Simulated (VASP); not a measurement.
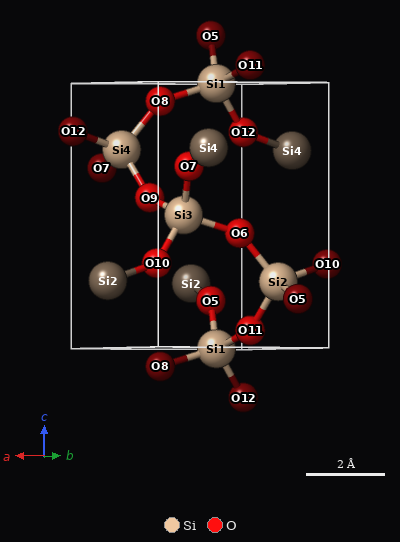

The starting structure (ball-and-stick view of the cell of the calculation, seen at an oblique angle; neighbours outside the cell are drawn fainter; atoms are numbered from 1 in the order of the input). An atom can appear more than once, as a periodic image. Near neighbours in the periodic cell (some may lie outside the picture): Si has 4 O at 1.61 Å; O has 2 Si at 1.61 Å.

**SiO2: geometry relaxation (part 1 of 3)**

System: SiO2 (P4₁2₁2, 12 atoms in the cell).
Method: Kohn-Sham DFT of a periodic cell, r2SCAN, VASP PAW PBE potentials, recommended, no spin polarisation (VASP 6.6.1).

The structure derives from an entry of the Crystallography Open Database.

OSZICAR
```
N       E                     dE             d eps       ncg     rms          rms(c)
DAV:   1     0.442012046980E+03    0.44201E+03   -0.36749E+04  2340   0.171E+03
DAV:   2    -0.113959292941E+03   -0.55597E+03   -0.54032E+03  3018   0.364E+02
DAV:   3    -0.150622036072E+03   -0.36663E+02   -0.36527E+02  2760   0.104E+02
DAV:   4    -0.151158037818E+03   -0.53600E+00   -0.53512E+00  2776   0.134E+01
DAV:   5    -0.151169197687E+03   -0.11160E-01   -0.11156E-01  2732   0.187E+00    0.301E+01
DAV:   6    -0.127236602998E+03    0.23933E+02   -0.36966E+01  2676   0.274E+01    0.169E+01
DAV:   7    -0.116530715263E+03    0.10706E+02   -0.20999E+00  2762   0.105E+01    0.579E+00
DAV:   8    -0.126588009484E+03   -0.10057E+02   -0.47042E+00  2634   0.106E+01    0.364E+00
DAV:   9    -0.118976702461E+03    0.76113E+01   -0.21879E+00  2466   0.805E+00    0.826E-01
DAV:  10    -0.118962729912E+03    0.13973E-01   -0.59665E-01  2361   0.554E+00    0.956E-01
DAV:  11    -0.118864971434E+03    0.97758E-01   -0.18145E-02  2760   0.108E+00    0.728E-01
DAV:  12    -0.119170785878E+03   -0.30581E+00   -0.14121E-01  2473   0.257E+00    0.273E-01
DAV:  13    -0.119175330584E+03   -0.45447E-02   -0.34458E-02  2662   0.144E+00    0.177E-01
DAV:  14    -0.119186942871E+03   -0.11612E-01   -0.90642E-03  2543   0.831E-01    0.912E-02
DAV:  15    -0.119197284205E+03   -0.10341E-01   -0.37785E-03  2473   0.666E-01    0.318E-02
DAV:  16    -0.119197499362E+03   -0.21516E-03   -0.41921E-04  2697   0.209E-01    0.223E-02
DAV:  17    -0.119198275132E+03   -0.77577E-03   -0.16148E-04  2697   0.122E-01    0.198E-02
DAV:  18    -0.119198586533E+03   -0.31140E-03   -0.16067E-04  2550   0.118E-01    0.707E-03
DAV:  19    -0.119198607720E+03   -0.21187E-04   -0.22800E-05  2669   0.466E-02    0.391E-03
DAV:  20    -0.119198617626E+03   -0.99062E-05   -0.72258E-06  2641   0.270E-02    0.241E-03
DAV:  21    -0.119198618194E+03   -0.56833E-06   -0.19470E-06  2732   0.124E-02    0.218E-03
DAV:  22    -0.119198619507E+03   -0.13131E-05   -0.18242E-07  1759   0.335E-03    0.192E-03
DAV:  23    -0.119198620588E+03   -0.10807E-05   -0.57165E-07  2502   0.484E-03    0.353E-04
DAV:  24    -0.119198620656E+03   -0.67950E-07   -0.57565E-08  1793   0.204E-03
   1 F= -.11919862E+03 E0= -.11919862E+03  d E =-.119199E+03
       N       E                     dE             d eps       ncg     rms          rms(c)
DAV:   1    -0.119198583612E+03    0.36976E-04   -0.73715E-03  2417   0.527E-01    0.552E-02
DAV:   2    -0.119198586952E+03   -0.33402E-05   -0.25548E-04  2760   0.941E-02    0.215E-02
DAV:   3    -0.119198576418E+03    0.10534E-04   -0.10788E-05  2690   0.306E-02    0.100E-02
DAV:   4    -0.119198570379E+03    0.60393E-05   -0.15124E-05  2529   0.299E-02    0.199E-03
DAV:   5    -0.119198574371E+03   -0.39921E-05   -0.95341E-06  2494   0.289E-02    0.113E-03
DAV:   6    -0.119198578051E+03   -0.36798E-05   -0.17172E-06  2634   0.121E-02    0.112E-03
DAV:   7    -0.119198578041E+03    0.93987E-08   -0.12360E-07  1744   0.287E-03
   2 F= -.11919858E+03 E0= -.11919858E+03  d E =0.426147E-04
       N       E                     dE             d eps       ncg     rms          rms(c)
DAV:   1    -0.119198630220E+03   -0.52169E-04   -0.40229E-03  2375   0.389E-01    0.407E-02
DAV:   2    -0.119198631690E+03   -0.14708E-05   -0.13901E-04  2760   0.696E-02    0.159E-02
DAV:   3    -0.119198625801E+03    0.58893E-05   -0.58488E-06  2676   0.230E-02    0.739E-03
DAV:   4    -0.119198622262E+03    0.35395E-05   -0.82328E-06  2466   0.225E-02    0.148E-03
DAV:   5    -0.119198624571E+03   -0.23092E-05   -0.52633E-06  2375   0.220E-02    0.829E-04
DAV:   6    -0.119198626820E+03   -0.22495E-05   -0.95859E-07  2606   0.930E-03    0.830E-04
DAV:   7    -0.119198626798E+03    0.22397E-07   -0.66665E-08  1702   0.213E-03
   3 F= -.11919863E+03 E0= -.11919863E+03  d E =-.614190E-05
```

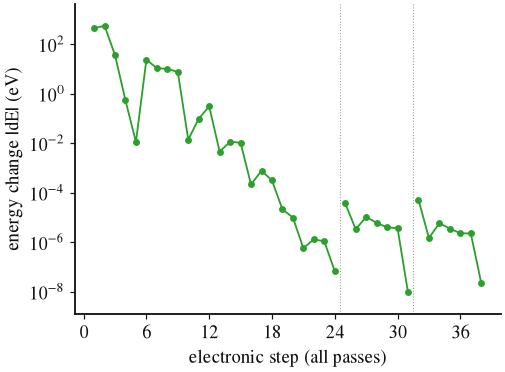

Convergence of the self-consistent field: energy change |dE| against the electronic step. Each stretch between dotted lines is the SCF of one geometry step of a relaxation. The 3 ionic steps take 7 to 24 electronic steps each. The density is held fixed in the first few steps, and dE rises again when its update begins.

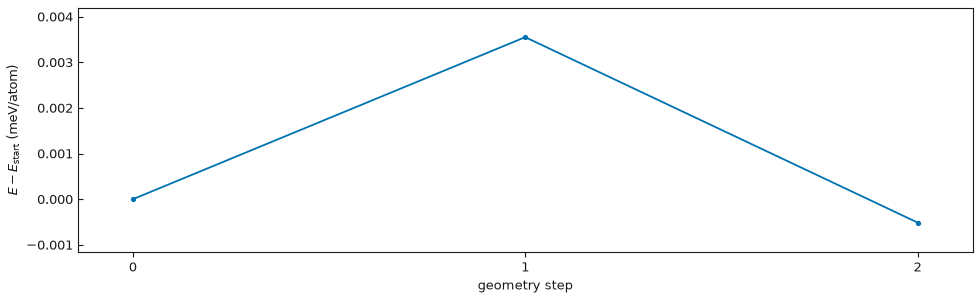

Progress of the relaxation, step by step (steps are counted from 0). The energy falls by next to nothing (0.0 meV per atom) in 2 geometry steps. Largest force component: 0.0068 eV/Å at the start, 0.0037 eV/Å at the end. The atoms keep their places (all moves are under 0.005 Å). The cell doesn't change. The space group stays P4_12_12 (No. 92). (Atoms are counted from 1 in the order of the input.)

Parts of OUTCAR
```
SYSTEM = SiO2
   PREC = Accurate
   ENCUT = 600
   EDIFF = 1E-7
   ISMEAR = 0
   LREAL = .FALSE.
   LASPH = .TRUE.
   NELM = 80
   ISIF = 3
   METAGGA = R2SCAN
   IBRION = 2
   NSW = 90
   EDIFFG = -0.005

 ion  position               nearest neighbor table
   1  0.304  0.304  0.000-   8 1.61  11 1.61   5 1.61  12 1.61   2 3.07   4 3.07   2 3.07   4 3.07

   2  0.196  0.804  0.250-   5 1.61  10 1.61   6 1.61  11 1.61   1 3.07   3 3.07   1 3.07   3 3.07

   3  0.696  0.696  0.500-   6 1.61   9 1.61   7 1.61  10 1.61   2 3.07   4 3.07   4 3.07   2 3.07

   4  0.804  0.196  0.750-   7 1.61  12 1.61   9 1.61   8 1.61   1 3.07   3 3.07   3 3.07   1 3.07

   5  0.238  0.112  0.183-   2 1.61   1 1.61
   6  0.388  0.738  0.433-   3 1.61   2 1.61
   7  0.762  0.888  0.683-   4 1.61   3 1.61
   8  0.612  0.262  0.933-   1 1.61   4 1.61
   9  0.738  0.388  0.567-   3 1.61   4 1.61
  10  0.888  0.762  0.317-   2 1.61   3 1.61
  11  0.262  0.612  0.067-   1 1.61   2 1.61
  12  0.112  0.238  0.817-   4 1.61   1 1.61

  LATTYP: Found a simple tetragonal cell.
 ALAT       =     4.9708680720
 C/A-ratio  =     1.3860570431

  Lattice vectors:

 A1 = (   4.9708680720,   0.0000000000,   0.0000000000)
 A2 = (   0.0000000000,   4.9708680720,   0.0000000000)
 A3 = (   0.0000000000,   0.0000000000,   6.8899067017)

Analysis of symmetry for initial positions (statically):
=====================================================================
 Subroutine PRICEL returns:
 Original cell was already a primitive cell.

 Routine SETGRP: Setting up the symmetry group for a
 simple tetragonal supercell.

 Subroutine GETGRP returns: Found  8 space group operations
 (whereof  2 operations were pure point group operations)
 out of a pool of 16 trial point group operations.

The static configuration has the point symmetry C_2 .
 The point group associated with its full space group is D_4 .

Analysis of symmetry for dynamics (positions and initial velocities):
=====================================================================
 Subroutine PRICEL returns:
 Original cell was already a primitive cell.

 Routine SETGRP: Setting up the symmetry group for a
 simple tetragonal supercell.

 Subroutine GETGRP returns: Found  8 space group operations
 (whereof  2 operations were pure point group operations)
 out of a pool of 16 trial point group operations.

The dynamic configuration has the point symmetry C_2 .
 The point group associated with its full space group is D_4 .

 Subroutine INISYM returns: Found  8 space group operations
 (whereof  2 operations are pure point group operations),
 and found     1 'primitive' translations

----------------------------------------------------------------------------------------

                                     Primitive cell

  volume of cell :     170.2464

  direct lattice vectors                    reciprocal lattice vectors
     4.970868072  0.000000000  0.000000000     0.201172106  0.000000000  0.000000000
     0.000000000  4.970868072  0.000000000     0.000000000  0.201172106  0.000000000
     0.000000000  0.000000000  6.889906702     0.000000000  0.000000000  0.145139846

  length of vectors
     4.970868072  4.970868072  6.889906702     0.201172106  0.201172106  0.145139846

  position of ions in fractional coordinates (direct lattice)
     0.303967688  0.303967688  0.000000000
     0.196032312  0.803967688  0.250000000
     0.696032312  0.696032312  0.500000000
     0.803967688  0.196032312  0.750000000
     0.237715592  0.111764385  0.182567901
     0.388235615  0.737715592  0.432567901
     0.762284408  0.888235615  0.682567901
     0.611764385  0.262284408  0.932567901
     0.737715592  0.388235615  0.567432099
     0.888235615  0.762284408  0.317432099
     0.262284408  0.611764385  0.067432099
     0.111764385  0.237715592  0.817432099

  ion indices of the primitive-cell ions
   primitive index   ion index
                 1           1
                 2           2
                 3           3
                 4           4
                 5           5
                 6           6
                 7           7
                 8           8
                 9           9
                10          10
                11          11
                12          12

----------------------------------------------------------------------------------------

 KPOINTS: regular mesh

Automatic generation of k-mesh.
 Grid dimensions read from file:
 generate k-points for:    6    6    4

 Generating k-lattice:

  Cartesian coordinates                     Fractional coordinates (reciprocal lattice)
     0.033528684  0.000000000  0.000000000     0.166666667  0.000000000  0.000000000
     0.000000000  0.033528684  0.000000000     0.000000000  0.166666667  0.000000000
     0.000000000  0.000000000  0.036284962     0.000000000  0.000000000  0.250000000

  Length of vectors
     0.033528684  0.033528684  0.036284962

  Shift w.r.t. Gamma in fractional coordinates (k-lattice)
     0.000000000  0.000000000  0.000000000

 Subroutine IBZKPT returns following result:
 ===========================================

 Found     30 irreducible k-points:

 Following reciprocal coordinates:
            Coordinates               Weight
  0.000000  0.000000  0.000000      1.000000
  0.166667  0.000000  0.000000      4.000000
  0.333333  0.000000  0.000000      4.000000
  0.500000  0.000000  0.000000      2.000000
  0.166667  0.166667  0.000000      4.000000
  0.333333  0.166667  0.000000      8.000000
  0.500000  0.166667  0.000000      4.000000
  0.333333  0.333333  0.000000      4.000000
  0.500000  0.333333  0.000000      4.000000
  0.500000  0.500000  0.000000      1.000000
  0.000000  0.000000  0.250000      2.000000
  0.166667  0.000000  0.250000      8.000000
  0.333333  0.000000  0.250000      8.000000
  0.500000  0.000000  0.250000      4.000000
  0.166667  0.166667  0.250000      8.000000
  0.333333  0.166667  0.250000     16.000000
  0.500000  0.166667  0.250000      8.000000
  0.333333  0.333333  0.250000      8.000000
  0.500000  0.333333  0.250000      8.000000
  0.500000  0.500000  0.250000      2.000000
  0.000000  0.000000  0.500000      1.000000
  0.166667  0.000000  0.500000      4.000000
  0.333333  0.000000  0.500000      4.000000
  0.500000  0.000000  0.500000      2.000000
 [... further k-points ...]
   k-points           NKPTS =     30   k-points in BZ     NKDIM =     30   number of bands    NBANDS=     39
   number of dos      NEDOS =    301   number of ions     NIONS =     12
   total plane-waves  NPLWV =  89600
   dimension x,y,z NGX =    40 NGY =   40 NGZ =   56
   dimension x,y,z NGXF=    80 NGYF=   80 NGZF=  112
   ions per type =               4   8
   NGX,Y,Z   is equivalent  to a cutoff of  13.38, 13.38, 13.51 a.u.
   NGXF,Y,Z  is equivalent  to a cutoff of  26.76, 26.76, 27.02 a.u.
 SYSTEM =  SiO2
   PREC   = accura    normal or accurate (medium, high low for compatibility)
   ISTART =      0    job   : 0-new  1-cont  2-samecut
   ICHARG =      2    charge: 1-file 2-atom 10-const
   ISPIN  =      1    spin polarized calculation?
   LNONCOLLINEAR =      F non collinear calculations
   LSORBIT =      F    spin-orbit coupling
   LASPH  =      T    aspherical Exc in radial PAW
   ENCUT  =  600.0 eV  44.10 Ry    6.64 a.u.   9.93  9.93 13.76*2*pi/ulx,y,z
   NELM   =     80;   NELMIN=  2; NELMDL= -5     # of ELM steps
   EDIFF  = 0.1E-06   stopping-criterion for ELM
   LREAL  =      F    real-space projection
   EDIFFG = -.5E-02   stopping-criterion for IOM
   NSW    =     90    number of steps for IOM
   IBRION =      2    ionic relax: 0-MD 1-quasi-New 2-CG
   NFREE  =      1    steps in history (QN), initial steepest desc. (CG)
   ISIF   =      3    stress and relaxation
   ISYM   =      2    0-nonsym 1-usesym 2-fastsym
   POTIM  = 0.5000    time-step for ionic-motion
   TEBEG  =    0.0;   TEEND  =   0.0 temperature during run
   PSTRESS=    0.0 pullay stress
   NELECT =      64.0000    total number of electrons
   NUPDOWN=      -1.0000    fix difference up-down
   EMIN   =  10.00;   EMAX   =-10.00  energy-range for DOS
   EFERMI =   0.00;   METHOD = LEGACY
   ISMEAR =     0;   SIGMA  =   0.03  broadening in eV -4-tet -1-fermi 0-gaus
   EFERMI_NEDOS =   21; number of points for ismear=-14 and -15
   IALGO  =     38    algorithm
   IMIX   =      4    mixing-type and parameters
     AMIX     =   0.40;   BMIX     =  1.00
     AMIX_MAG =   1.60;   BMIX_MAG =  1.00
  volume/ion in A,a.u.               =      14.19        95.74
  Fermi-wavevector in a.u.,A,eV,Ry     =   1.181523  2.232755 18.993690  1.395997
  Thomas-Fermi vector in A             =   2.317795
   LORBIT       =      0    0 simple, 1 ext, 2 COOP (PROOUT), +10 PAW based schemes
   METAGGA = R2SCAN    functional components
   LHFCALC =     F    Hartree Fock is set to
   AEXX    =    0.0000 exact exchange contribution
   IVDW    =     0    specifies the selected vdW correction
   LEPSILON=     F    determine dielectric tensor
   LRPA    =     F    only Hartree local field effects (RPA)
 conjugate gradient relaxation of ions
 non-spin polarized calculation
 Gauss-broadening in eV      SIGMA  =   0.03
  energy-cutoff  :      600.00
  volume of cell :      170.25
 maximum number of plane-waves:      5712
 NGX is ok and might be reduce to    40
   NGX = 19   NGY = 19   NGZ = 27

--------------------------------------- Ionic step        1  -------------------------------------------

 number of electron      63.9999993 magnetization

 Free energy of the ion-electron system (eV)
  ---------------------------------------------------
  ext. energy  EPLUGINS =         0.00000000
  ---------------------------------------------------
  free energy    TOTEN  =      -119.19862066 eV

  energy without entropy =     -119.19862066  energy(sigma->0) =     -119.19862066

------------------------ aborting loop because EDIFF is reached ----------------------------------------

  FORCE on cell =-STRESS in cart. coord.  units (eV):
  Direction    XX          YY          ZZ          XY          YZ          ZX
  --------------------------------------------------------------------------------------
  -------------------------------------------------------------------------------------
  Total       -0.0184167     -0.0184167      0.0530734     -0.0000000      0.0000000      0.0000000
  in kB       -0.1733180     -0.1733180      0.4994699     -0.0000000      0.0000000      0.0000000
  external PRESSURE =       0.0509447 kB  Pullay stress =       0.0000000 kB

 VOLUME and BASIS-vectors are now :
 -----------------------------------------------------------------------------
  energy-cutoff  :      600.00
  volume of cell :      170.25
      direct lattice vectors                 reciprocal lattice vectors
     4.970868072  0.000000000  0.000000000     0.201172106  0.000000000  0.000000000
     0.000000000  4.970868072  0.000000000     0.000000000  0.201172106  0.000000000
     0.000000000  0.000000000  6.889906702     0.000000000  0.000000000  0.145139846

 POSITION                                       TOTAL-FORCE (eV/Angst)
 -----------------------------------------------------------------------------------
      1.51098      1.51098      0.00000         0.006776      0.006776      0.000000
      0.97445      3.99642      1.72248        -0.006776      0.006776      0.000000
      3.45988      3.45988      3.44495        -0.006776     -0.006776      0.000000
      3.99642      0.97445      5.16743         0.006776     -0.006776      0.000000
      1.18165      0.55557      1.25788        -0.002882     -0.005389      0.001502
      1.92987      3.66709      2.98035         0.005389     -0.002882      0.001502
      3.78922      4.41530      4.70283         0.002882      0.005389      0.001502
      3.04100      1.30378      6.42531        -0.005389      0.002882      0.001502
      3.66709      1.92987      3.90955        -0.002882      0.005389     -0.001502
      4.41530      3.78922      2.18708         0.005389      0.002882     -0.001502
      1.30378      3.04100      0.46460         0.002882     -0.005389     -0.001502
      0.55557      1.18165      5.63203        -0.005389     -0.002882     -0.001502
 -----------------------------------------------------------------------------------
    total drift:                               -0.000000      0.000000     -0.000000

  FREE ENERGIE OF THE ION-ELECTRON SYSTEM (eV)
  ---------------------------------------------------
  free  energy   TOTEN  =      -119.1986206561 eV

  energy  without entropy=     -119.1986206561  energy(sigma->0) =     -119.19862066

--------------------------------------- Ionic step        2  -------------------------------------------

 number of electron      63.9999993 magnetization

------------------------ aborting loop because EDIFF is reached ----------------------------------------
```
